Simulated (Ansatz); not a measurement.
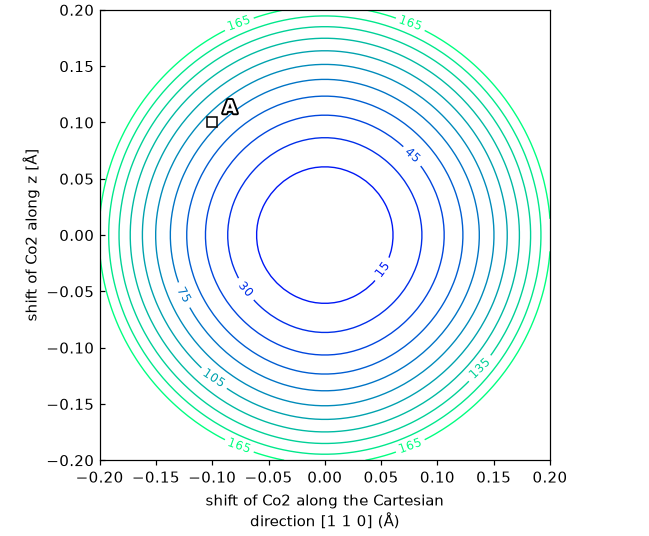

AlCo (Pm-3m, No. 221; 2 atoms in the cell). Atom Co2 is moved over a plane while all other atoms and the cell stay fixed (its periodic images move with it) (x, y and z along the cube axes). First axis: shift of Co2 along the Cartesian direction [1 1 0]. Second axis: shift of Co2 along z. The grid has 5 × 5 points; 9 points were computed and 16 follow by symmetry. Points are written as (first, second). All energies are given in meV per cell relative to the lowest grid point. The runs have no spin polarisation; a magnetic state may lie lower. The reference cell is the one listed in the database, not relaxed at this level. The calculation used Ansatz, DFT PBEsol, scalar-relativistic, plane waves, PAW. Settings: cutoff 420 eV, k-mesh 16×16×16, gaussian smearing 0.15 eV, no spin polarisation.

Drawn: contour lines labelled in meV (none above 165), the point A. Between grid points the surface is interpolated.

Question: Which way does the force act at A, and how strong is it?

Answer: A, at (−0.1 Å, 0.1 Å), is not a stationary point. The computed force is 1.2 eV/Å in the plane, pointing down and right in the picture (components 0.8 and −0.8 eV/Å).
